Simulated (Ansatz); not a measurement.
Geometry relaxation, with input and output: SiO₂ (part 1 of 2)

- system: SiO₂ (P4₃2₁2, 12 atoms in the cell)
- method: DFT LDA, scalar-relativistic, plane waves, PAW, no spin polarisation (Ansatz 0.2.0)

The structure derives from a Materials Project entry.

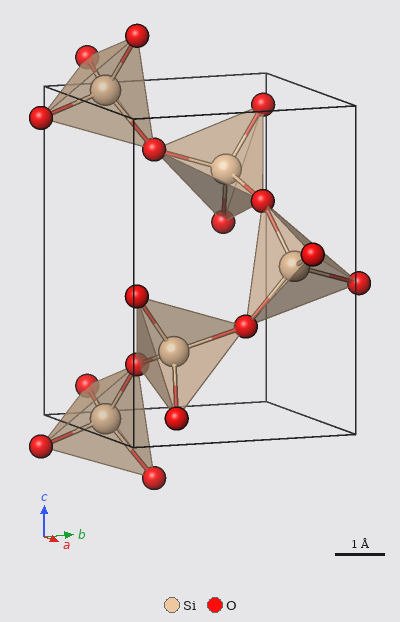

The input geometry (polyhedral view of the cell of the calculation, seen slightly off an axis; polyhedra are completed across the faces of the cell). An atom can appear more than once, as a periodic image.

**The input**
```yaml
crystal:
  lattice:
    - [4.97558882, 0.0, 0.0]
    - [0.0, 4.97558882, 0.0]
    - [0.0, 0.0, 6.90088944]
  atoms:
    - { symbol: Si, position: [0.19675344, 0.19675344, 0.0] }
    - { symbol: Si, position: [0.30324656, 0.69675344, 0.75] }
    - { symbol: Si, position: [0.69675344, 0.30324656, 0.25] }
    - { symbol: Si, position: [0.80324656, 0.80324656, 0.5] }
    - { symbol: O, position: [0.61038707, 0.73824237, 0.68204156] }
    - { symbol: O, position: [0.38961293, 0.26175763, 0.18204156] }
    - { symbol: O, position: [0.73824237, 0.61038707, 0.31795844] }
    - { symbol: O, position: [0.23824237, 0.88961293, 0.93204156] }
    - { symbol: O, position: [0.26175763, 0.38961293, 0.81795844] }
    - { symbol: O, position: [0.11038707, 0.76175763, 0.56795844] }
    - { symbol: O, position: [0.88961293, 0.23824237, 0.06795844] }
    - { symbol: O, position: [0.76175763, 0.11038707, 0.43204156] }
basis:
  ecutwfc: 420
kpoints:
  mp_grid: { grid: [6, 6, 4] }
hamiltonian:
  xc: lda
scf:
  occupations: { method: gaussian, width: 0.02 }
output:
  forces: true
  stress: true
  eigenvalues: true
  write_density: true
  write_potential: true
  elf: true
  volumetric_format: npy
relax:
  adjacent_minimum: "off"
  f_tol: 0.005
  max_steps: 80
  cell: { stress_tol: 0.05 }
```

Machine: 2 threads of Arm Neoverse V1, 24 GiB of memory available, shared host.

Command:
```bash
ansatz run input.yaml --threads 2 --pin off --max-ram 5120MiB --backend cpu --events-out ev --progress --plain --runs-dir out
```

**The program's output**
```
Engine: ansatz 0.2.0, aarch64-unknown-linux-gnu
Pseudopotentials: kind: paw
Pseudopotential: Si, paw, valence charge 4, recommended cutoff 420 eV (normal), Si.paw.azcp
Pseudopotential: O, paw, valence charge 6, recommended cutoff 420 eV (normal), O.paw.azcp
Functional definition: SPW92
  exchange = slater_x
  correlation = pw_c
Crystal: 12 atoms, lattice volume = 170.842 Å³
Basis set: ecut = 420 eV, 3355 PW (Γ)
Bands: 44, of which v1, the nominal top of the filled ones, is band 32 counted from 1 (31 counted from 0)
Symmetry: 8 space group operations
Space group: P43212 (ITA 96), of the structure as read, at distance tolerance 5.5e-5 Å
k-points: 30 of 144 (time reversal used)
Non-local potential: Si, projectors of the file, l = 0: 2, l = 1: 2, l = 2: 2
Non-local potential: O, projectors of the file, l = 0: 2, l = 1: 2, l = 2: 1
PAW form: soft (Blöchl's): semilocal exchange-correlation on the pseudo side does not see the compensation charge
PAW frozen core: Si, regenerated for the run's functional, and the local potential with it (the file was generated under x = pbe(κ = 0.804, μ = 0.2195149727645171), c = pbe(β = 0.06672455060314922))
PAW frozen core: O, regenerated for the run's functional, and the local potential with it (the file was generated under x = pbe(κ = 0.804, μ = 0.2195149727645171), c = pbe(β = 0.06672455060314922))
PAW one-centre angular grid: Si, 110 points (default); XC on 64 Gauss nodes
PAW one-centre angular grid: O, 110 points (default); XC on 64 Gauss nodes
Initial density: superposition of atomic densities (neutral atoms: chi_scale 0, normalization atom), corrected by the library's trained network
Initial wavefunctions: pseudopotential atomic-orbital guess
Functional: x = slater, c = lda
SCF iter   1: F=—  HF=-6890.801474 eV  |F-HF|=—  |Δ(HF+E_count)|=         —  Δρ=1.22e-2  dr2=2.29e-1  ethr=1.77e-3  ⟨swp⟩=7.4  Hψ=6824  notcnv=0  defer=18
preconditioner: auto → Resta (q_TF=auto, 2.316 Å⁻¹)  ε∞=2.9  [insulator: Δε(μ)=5.325 eV  Ē_g=16.304 eV  σ=0.020 eV  W_gap=1.00  n_scr=36 (ndim 8)  ℏωp=22.7 eV  f_vac=0.221  D(μ)=0.00/eV (n_scr^D=0)  ε∞_Penn≈2.9]
SCF iter   2: F=—  HF=-6890.736642 eV  |F-HF|=—  |Δ(HF+E_count)|=   6.48e-2  Δρ=3.28e-3  dr2=6.06e-3  ethr=3.58e-4  ⟨swp⟩=2.1  Hψ=2483  notcnv=0  defer=155
SCF iter   3: F=—  HF=-6890.734958 eV  |F-HF|=—  |Δ(HF+E_count)|=   1.68e-3  Δρ=1.47e-3  dr2=2.11e-3  ethr=9.47e-6  ⟨swp⟩=2.9  Hψ=2104  notcnv=0  defer=155
SCF iter   4: F=—  HF=-6890.734307 eV  |F-HF|=—  |Δ(HF+E_count)|=   6.51e-4  Δρ=1.21e-4  dr2=4.81e-5  ethr=3.30e-6  ⟨swp⟩=2.0  Hψ=1866  notcnv=0  defer=155
SCF iter   5: F=—  HF=-6890.734329 eV  |F-HF|=—  |Δ(HF+E_count)|=   2.20e-5  Δρ=3.25e-5  dr2=1.77e-6  ethr=7.51e-8  ⟨swp⟩=2.9  Hψ=2235  notcnv=0  defer=155
SCF iter   6: F=-6890.734330 eV  HF=-6890.734330 eV  |F-HF|=6.51e-8  |Δ(HF+E_count)|=   7.77e-7  Δρ=5.04e-6  dr2=4.70e-8  ethr=1.56e-10  ⟨swp⟩=16.4  Hψ=10699  notcnv=0
SCF 1 converged in 6 iterations: F = -6890.734330 eV  dr2 = 4.70e-8
  greatest PAW one-centre occupation: 0.857 electrons in one spin orbital (limit 2), on the O atom at site 11 (counted from 0), in its partial waves of l = 0
relax step   1: F+E_penalty+E_count = -6890.73433003 eV  Δ(F+E_penalty+E_count) = +0.000e0 eV  max|allowed force component| = 7.547e-2 eV/Å  Δτ_max = 0.0000 Å  P = -1.585 GPa  Ω = 170.842 Å³  (6 SCF iters, dr2 threshold 1.00e-7 eV, accepted)
Crystal: 12 atoms, lattice volume = 170.066 Å³
Basis set: ecut = 420 eV, 3339 PW (Γ)
Initial density: handed on by an earlier stage of this run
Initial wavefunctions: those handed on with the density
iter 1 solved again at ethr=2.64e-6 eV; its pass at ethr=3.10e-3 eV (dr2=1.69e-3 eV) is discarded
SCF iter   1: F=—  HF=-6890.744134 eV  |F-HF|=—  |Δ(HF+E_count)|=         —  Δρ=9.65e-4  dr2=1.43e-3  ethr=2.64e-6  ⟨swp⟩=4.2  Hψ=5033  notcnv=0
preconditioner: auto → Resta (q_TF=auto, 2.318 Å⁻¹)  ε∞=2.9  [insulator: Δε(μ)=5.525 eV  Ē_g=16.474 eV  σ=0.020 eV  W_gap=1.00  n_scr=36 (ndim 8)  ℏωp=22.8 eV  f_vac=0.206  D(μ)=0.00/eV (n_scr^D=0)  ε∞_Penn≈2.9]
SCF iter   2: F=—  HF=-6890.743671 eV  |F-HF|=—  |Δ(HF+E_count)|=   4.63e-4  Δρ=3.09e-4  dr2=1.33e-4  ethr=2.23e-6  ⟨swp⟩=2.0  Hψ=2040  notcnv=0
SCF iter   3: F=—  HF=-6890.743625 eV  |F-HF|=—  |Δ(HF+E_count)|=   4.62e-5  Δρ=1.35e-4  dr2=3.86e-5  ethr=2.07e-7  ⟨swp⟩=2.0  Hψ=1959  notcnv=0
SCF iter   4: F=-6890.743612 eV  HF=-6890.743611 eV  |F-HF|=3.44e-7  |Δ(HF+E_count)|=   1.37e-5  Δρ=1.95e-5  dr2=8.04e-7  ethr=1.87e-9  ⟨swp⟩=11.9  Hψ=11924  notcnv=0
SCF 2 converged in 4 iterations: F = -6890.743612 eV  dr2 = 8.04e-7
  greatest PAW one-centre occupation: 0.857 electrons in one spin orbital (limit 2), on the O atom at site 9 (counted from 0), in its partial waves of l = 0
relax step   2: F+E_penalty+E_count = -6890.74361156 eV  Δ(F+E_penalty+E_count) = -9.282e-3 eV  max|allowed force component| = 4.466e-2 eV/Å  Δτ_max = 0.0007 Å  P = -0.820 GPa  Ω = 170.066 Å³  energy of the carried Pulay correction = +3.598e-3 eV  (4 SCF iters, dr2 threshold 1.20e-6 eV, accepted)
Crystal: 12 atoms, lattice volume = 169.227 Å³
Basis set: ecut = 420 eV, 3307 PW (Γ)
iter 1 solved again at ethr=3.20e-6 eV; its pass at ethr=3.10e-3 eV (dr2=2.05e-3 eV) is discarded
SCF iter   1: F=—  HF=-6890.750296 eV  |F-HF|=—  |Δ(HF+E_count)|=         —  Δρ=1.06e-3  dr2=1.73e-3  ethr=3.20e-6  ⟨swp⟩=4.2  Hψ=5074  notcnv=0
preconditioner: auto → Resta (q_TF=auto, 2.320 Å⁻¹)  ε∞=2.9  [insulator: Δε(μ)=5.552 eV  Ē_g=16.516 eV  σ=0.020 eV  W_gap=1.00  n_scr=36 (ndim 8)  ℏωp=22.8 eV  f_vac=0.205  D(μ)=0.00/eV (n_scr^D=0)  ε∞_Penn≈2.9]
SCF iter   2: F=—  HF=-6890.749739 eV  |F-HF|=—  |Δ(HF+E_count)|=   5.57e-4  Δρ=3.40e-4  dr2=1.68e-4  ethr=2.70e-6  ⟨swp⟩=2.0  Hψ=2040  notcnv=0
SCF iter   3: F=—  HF=-6890.749680 eV  |F-HF|=—  |Δ(HF+E_count)|=   5.88e-5  Δρ=1.47e-4  dr2=4.87e-5  ethr=2.63e-7  ⟨swp⟩=2.0  Hψ=1969  notcnv=0
SCF iter   4: F=-6890.749666 eV  HF=-6890.749665 eV  |F-HF|=5.59e-7  |Δ(HF+E_count)|=   1.53e-5  Δρ=2.32e-5  dr2=1.14e-6  ethr=1.87e-9  ⟨swp⟩=12.1  Hψ=12036  notcnv=0
SCF 3 converged in 4 iterations: F = -6890.749666 eV  dr2 = 1.14e-6
  greatest PAW one-centre occupation: 0.858 electrons in one spin orbital (limit 2), on the O atom at site 11 (counted from 0), in its partial waves of l = 0
relax step   3: F+E_penalty+E_count = -6890.74966559 eV  Δ(F+E_penalty+E_count) = -6.054e-3 eV  max|allowed force component| = 1.014e-2 eV/Å  Δτ_max = 0.0009 Å  P = +0.024 GPa  Ω = 169.227 Å³  energy of the carried Pulay correction = +7.509e-3 eV  (4 SCF iters, dr2 threshold 1.20e-6 eV, accepted)
Crystal: 12 atoms, lattice volume = 169.209 Å³
iter 1 solved again at ethr=6.40e-8 eV; its pass at ethr=3.10e-3 eV (dr2=4.10e-5 eV) is discarded
SCF iter   1: F=—  HF=-6890.749832 eV  |F-HF|=—  |Δ(HF+E_count)|=         —  Δρ=1.82e-4  dr2=4.43e-5  ethr=6.40e-8  ⟨swp⟩=3.0  Hψ=5324  notcnv=0
preconditioner: auto → Resta (q_TF=auto, 2.320 Å⁻¹)  ε∞=2.9  [insulator: Δε(μ)=5.539 eV  Ē_g=16.503 eV  σ=0.020 eV  W_gap=1.00  n_scr=36 (ndim 8)  ℏωp=22.8 eV  f_vac=0.206  D(μ)=0.00/eV (n_scr^D=0)  ε∞_Penn≈2.9]
SCF iter   2: F=—  HF=-6890.749818 eV  |F-HF|=—  |Δ(HF+E_count)|=   1.32e-5  Δρ=8.65e-5  dr2=1.07e-5  ethr=6.40e-8  ⟨swp⟩=2.0  Hψ=2050  notcnv=0
SCF iter   3: F=—  HF=-6890.749810 eV  |F-HF|=—  |Δ(HF+E_count)|=   8.02e-6  Δρ=1.85e-5  dr2=3.88e-7  ethr=1.68e-8  ⟨swp⟩=2.0  Hψ=2040  notcnv=0
SCF iter   4: F=—  HF=-6890.749810 eV  |F-HF|=—  |Δ(HF+E_count)|=   2.71e-7  Δρ=6.32e-6  dr2=6.16e-8  ethr=6.06e-10  ⟨swp⟩=2.0  Hψ=2208  notcnv=0
SCF iter   5: F=-6890.749810 eV  HF=-6890.749810 eV  |F-HF|=2.10e-9  |Δ(HF+E_count)|=   2.09e-9  Δρ=1.38e-6  dr2=4.36e-9  ethr=1.00e-11  ⟨swp⟩=8.2  Hψ=8746  notcnv=0
SCF 4 converged in 5 iterations: F = -6890.749810 eV  dr2 = 4.36e-9
  greatest PAW one-centre occupation: 0.858 electrons in one spin orbital (limit 2), on the O atom at site 10 (counted from 0), in its partial waves of l = 0
relax step   4: F+E_penalty+E_count = -6890.74980998 eV  Δ(F+E_penalty+E_count) = -1.444e-4 eV  max|allowed force component| = 1.993e-3 eV/Å  Δτ_max = 0.0012 Å  P = -0.003 GPa  Ω = 169.209 Å³  energy of the carried Pulay correction = +7.592e-3 eV  (5 SCF iters, dr2 threshold 6.42e-9 eV, accepted)
Initial wavefunctions: pseudopotential atomic-orbital guess (no wavefunctions were taken with the density)
iter 1 solved again at ethr=3.17e-7 eV; its pass at ethr=3.10e-3 eV (dr2=2.03e-4 eV) is discarded
SCF iter   1: F=—  HF=-6890.742111 eV  |F-HF|=—  |Δ(HF+E_count)|=         —  Δρ=9.87e-5  dr2=2.40e-6  ethr=3.17e-7  ⟨swp⟩=4.0  Hψ=10269  notcnv=0
preconditioner: auto → Resta (q_TF=auto, 2.320 Å⁻¹)  ε∞=2.9  [insulator: Δε(μ)=5.539 eV  Ē_g=16.504 eV  σ=0.020 eV  W_gap=1.00  n_scr=36 (ndim 8)  ℏωp=22.8 eV  f_vac=0.206  D(μ)=0.00/eV (n_scr^D=0)  ε∞_Penn≈2.9]
SCF iter   2: F=—  HF=-6890.742110 eV  |F-HF|=—  |Δ(HF+E_count)|=   1.37e-6  Δρ=4.56e-5  dr2=6.10e-7  ethr=3.75e-9  ⟨swp⟩=2.0  Hψ=2147  notcnv=0
SCF iter   3: F=—  HF=-6890.742110 eV  |F-HF|=—  |Δ(HF+E_count)|=   7.84e-8  Δρ=1.70e-5  dr2=5.95e-8  ethr=9.54e-10  ⟨swp⟩=2.0  Hψ=2025  notcnv=0
SCF iter   4: F=—  HF=-6890.742110 eV  |F-HF|=—  |Δ(HF+E_count)|=   1.56e-8  Δρ=5.33e-7  dr2=3.67e-10  ethr=9.29e-11  ⟨swp⟩=2.0  Hψ=2280  notcnv=0
SCF iter   5: F=-6890.742110 eV  HF=-6890.742110 eV  |F-HF|=0.00e0  |Δ(HF+E_count)|=  3.18e-11  Δρ=1.30e-7  dr2=2.50e-11  ethr=1.00e-12  ⟨swp⟩=7.0  Hψ=6407  notcnv=0
SCF 5 converged in 5 iterations: F = -6890.742110 eV  dr2 = 2.50e-11
  greatest PAW one-centre occupation: 0.858 electrons in one spin orbital (limit 2), on the O atom at site 8 (counted from 0), in its partial waves of l = 0
relax step   5: F+E_penalty+E_count = -6890.74210993 eV  Δ(F+E_penalty+E_count) = +7.700e-3 eV  max|allowed force component| = 2.023e-3 eV/Å  Δτ_max = 0.0000 Å  P = -0.076 GPa  Ω = 169.209 Å³  stress off target by 7.85e-2 GPa  SCF on the basis re-selected at this cell (its energy is not comparable with the rows above)  (5 SCF iters)
basis re-selected at this cell: Δ(F+E_penalty+E_count) = +7.700e-3 eV, ΔP = -0.073 GPa vs the last step (what re-selecting the basis moved, of the pressure what is left beyond the Pulay correction that the steps carried, after the strain that the cell walked since its last selection, with what the two solves' SCF thresholds leave and, on support functions, any second-order correction that the steps lacked; it is no measure of the basis error at this ecutwfc). This SCF's stress stands 7.85e-2 GPa from its target on what of the cell is left free (relax.cell.stress_tol is 5.00e-2 GPa) and its largest allowed force component is 2.02e-3 eV/Å (relax.f_tol is 5.00e-3 eV/Å): not within both, so this SCF does not close the relaxation
Crystal: 12 atoms, lattice volume = 168.945 Å³
Basis set: ecut = 420 eV, 3291 PW (Γ)
iter 1 solved again at ethr=3.87e-7 eV; its pass at ethr=3.10e-3 eV (dr2=2.48e-4 eV) is discarded
SCF iter   1: F=—  HF=-6890.743548 eV  |F-HF|=—  |Δ(HF+E_count)|=         —  Δρ=4.91e-4  dr2=2.56e-4  ethr=3.87e-7  ⟨swp⟩=3.0  Hψ=6101  notcnv=0
preconditioner: auto → Resta (q_TF=auto, 2.321 Å⁻¹)  ε∞=2.9  [insulator: Δε(μ)=5.542 eV  Ē_g=16.507 eV  σ=0.020 eV  W_gap=1.00  n_scr=36 (ndim 8)  ℏωp=22.9 eV  f_vac=0.205  D(μ)=0.00/eV (n_scr^D=0)  ε∞_Penn≈2.9]
SCF iter   2: F=—  HF=-6890.743480 eV  |F-HF|=—  |Δ(HF+E_count)|=   6.81e-5  Δρ=2.57e-4  dr2=5.97e-5  ethr=3.87e-7  ⟨swp⟩=2.0  Hψ=2040  notcnv=0
SCF iter   3: F=—  HF=-6890.743463 eV  |F-HF|=—  |Δ(HF+E_count)|=   1.68e-5  Δρ=7.08e-5  dr2=6.01e-6  ethr=9.33e-8  ⟨swp⟩=2.9  Hψ=2330  notcnv=0
SCF iter   4: F=—  HF=-6890.743460 eV  |F-HF|=—  |Δ(HF+E_count)|=   3.38e-6  Δρ=1.35e-5  dr2=1.77e-7  ethr=9.39e-9  ⟨swp⟩=2.0  Hψ=2040  notcnv=0
SCF iter   5: F=-6890.743460 eV  HF=-6890.743460 eV  |F-HF|=7.22e-9  |Δ(HF+E_count)|=   6.71e-8  Δρ=2.18e-6  dr2=7.71e-9  ethr=2.41e-11  ⟨swp⟩=7.7  Hψ=8651  notcnv=0
SCF 6 converged in 5 iterations: F = -6890.743460 eV  dr2 = 7.71e-9
relax step   6: F+E_penalty+E_count = -6890.74346004 eV  Δ(F+E_penalty+E_count) = -1.350e-3 eV  max|allowed force component| = 1.235e-3 eV/Å  Δτ_max = 0.0033 Å  P = -0.070 GPa  Ω = 168.945 Å³  energy of the carried Pulay correction = +1.234e-3 eV  (5 SCF iters, dr2 threshold 1.54e-8 eV, accepted)
Crystal: 12 atoms, lattice volume = 168.423 Å³
iter 1 solved again at ethr=1.36e-6 eV; its pass at ethr=3.10e-3 eV (dr2=8.70e-4 eV) is discarded
SCF iter   1: F=—  HF=-6890.746291 eV  |F-HF|=—  |Δ(HF+E_count)|=         —  Δρ=9.05e-4  dr2=8.70e-4  ethr=1.36e-6  ⟨swp⟩=3.0  Hψ=5682  notcnv=0
preconditioner: auto → Resta (q_TF=auto, 2.322 Å⁻¹)  ε∞=2.9  [insulator: Δε(μ)=5.550 eV  Ē_g=16.515 eV  σ=0.020 eV  W_gap=1.00  n_scr=36 (ndim 8)  ℏωp=22.9 eV  f_vac=0.202  D(μ)=0.00/eV (n_scr^D=0)  ε∞_Penn≈2.9]
SCF iter   2: F=—  HF=-6890.746052 eV  |F-HF|=—  |Δ(HF+E_count)|=   2.39e-4  Δρ=4.71e-4  dr2=1.95e-4  ethr=1.36e-6  ⟨swp⟩=2.1  Hψ=2044  notcnv=0
SCF iter   3: F=—  HF=-6890.745998 eV  |F-HF|=—  |Δ(HF+E_count)|=   5.34e-5  Δρ=1.35e-4  dr2=2.24e-5  ethr=3.05e-7  ⟨swp⟩=2.2  Hψ=2236  notcnv=0
SCF iter   4: F=—  HF=-6890.745997 eV  |F-HF|=—  |Δ(HF+E_count)|=   9.52e-7  Δρ=2.46e-5  dr2=5.87e-7  ethr=3.50e-8  ⟨swp⟩=2.0  Hψ=2040  notcnv=0
SCF iter   5: F=—  HF=-6890.745998 eV  |F-HF|=—  |Δ(HF+E_count)|=   9.36e-7  Δρ=3.95e-6  dr2=2.48e-8  ethr=9.17e-10  ⟨swp⟩=2.0  Hψ=2206  notcnv=0
SCF iter   6: F=-6890.745998 eV  HF=-6890.745998 eV  |F-HF|=4.14e-10  |Δ(HF+E_count)|=   2.42e-8  Δρ=4.85e-7  dr2=3.64e-10  ethr=2.20e-11  ⟨swp⟩=9.4  Hψ=8104  notcnv=0
SCF 7 converged in 6 iterations: F = -6890.745998 eV  dr2 = 3.64e-10
  greatest PAW one-centre occupation: 0.858 electrons in one spin orbital (limit 2), on the O atom at site 7 (counted from 0), in its partial waves of l = 0
relax step   7: F+E_penalty+E_count = -6890.74599837 eV  Δ(F+E_penalty+E_count) = -2.538e-3 eV  max|allowed force component| = 6.245e-4 eV/Å  Δτ_max = 0.0060 Å  P = -0.005 GPa  Ω = 168.423 Å³  energy of the carried Pulay correction = +3.652e-3 eV  (6 SCF iters, dr2 threshold 1.41e-8 eV, accepted)
iter 1 solved again at ethr=3.47e-7 eV; its pass at ethr=3.10e-3 eV (dr2=2.22e-4 eV) is discarded
SCF iter   1: F=—  HF=-6890.742745 eV  |F-HF|=—  |Δ(HF+E_count)|=         —  Δρ=4.15e-5  dr2=4.43e-7  ethr=3.47e-7  ⟨swp⟩=4.0  Hψ=10296  notcnv=0
preconditioner: auto → Resta (q_TF=auto, 2.322 Å⁻¹)  ε∞=2.9  [insulator: Δε(μ)=5.548 eV  Ē_g=16.512 eV  σ=0.020 eV  W_gap=1.00  n_scr=36 (ndim 8)  ℏωp=22.9 eV  f_vac=0.202  D(μ)=0.00/eV (n_scr^D=0)  ε∞_Penn≈2.9]
SCF iter   2: F=—  HF=-6890.742746 eV  |F-HF|=—  |Δ(HF+E_count)|=   6.95e-7  Δρ=1.90e-5  dr2=1.21e-7  ethr=6.93e-10  ⟨swp⟩=2.3  Hψ=2293  notcnv=0
SCF iter   3: F=—  HF=-6890.742746 eV  |F-HF|=—  |Δ(HF+E_count)|=   7.20e-9  Δρ=8.42e-6  dr2=1.48e-8  ethr=1.88e-10  ⟨swp⟩=2.0  Hψ=2034  notcnv=0
SCF iter   4: F=-6890.742746 eV  HF=-6890.742746 eV  |F-HF|=3.18e-11  |Δ(HF+E_count)|=   3.90e-9  Δρ=2.79e-7  dr2=8.00e-11  ethr=1.00e-12  ⟨swp⟩=6.1  Hψ=7598  notcnv=0
SCF 8 converged in 4 iterations: F = -6890.742746 eV  dr2 = 8.00e-11
relax step   8: F+E_penalty+E_count = -6890.74274615 eV  Δ(F+E_penalty+E_count) = +3.252e-3 eV  max|allowed force component| = 5.874e-4 eV/Å  Δτ_max = 0.0000 Å  P = -0.023 GPa  Ω = 168.423 Å³  stress off target by 2.54e-2 GPa  SCF on the basis re-selected at this cell (its energy is not comparable with the rows above)  (4 SCF iters)
```

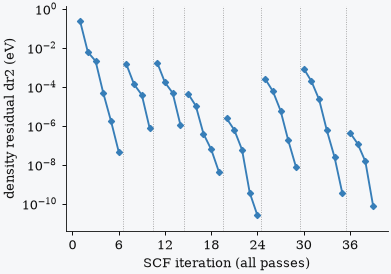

Convergence of the self-consistent field: density residual dr2 against the SCF iteration. The dotted lines part the SCF passes of the relaxation: geometry steps, rejected trials and re-solves on a re-selected basis. The 8 passes take 4 to 6 iterations each, 39 in all.

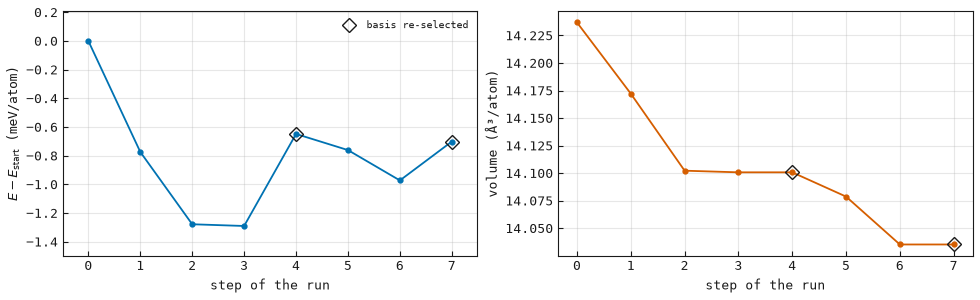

Progress of the relaxation, step by step (the first geometry is step 0 here and step 1 in the log).

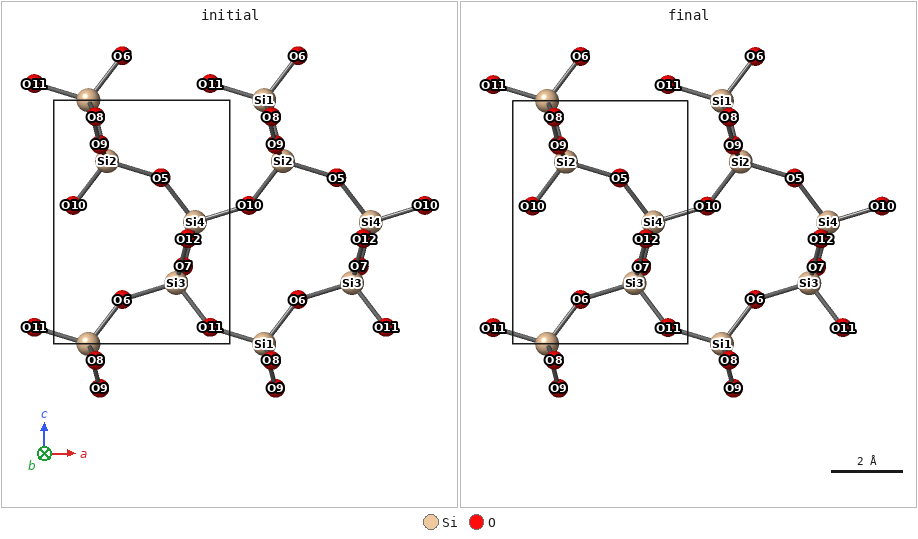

Before (left) and after (right) the relaxation, at one scale (ball-and-stick view of the cell of the calculation, repeated 2 × 1 × 1, with bonded neighbours outside it, along the b axis). The largest moves relative to the cell, 0.011 Å, are those of 8 atoms (O5, O6, O7, O8 and others). By element the largest moves are O 0.011 Å, Si 0.004 Å. The volume changes by −1.4 %, with a = b 4.976 → 4.948 Å (−0.5 %), c 6.901 → 6.878 Å (−0.3 %). Among the contacts that change: Si1–O11 1.612 → 1.608 Å. The space group stays P4_32_12 (No. 96). The energy falls by 1.0 meV per atom in 5 geometry steps. The largest force component goes from 0.075 to 0.00059 eV/Å. Pressure: −1.58 GPa at the start and −0.02 GPa at the end. The basis was re-selected once at an unchanged geometry, which shifts the energy a little without any move. The energy change given includes the shifts at the re-selections in mid-walk, which come without any move. A last SCF at the same geometry on a re-selected plane-wave basis shifts the energy by +0.3 meV per atom. (Atoms are counted from 1 in the order of the input.)
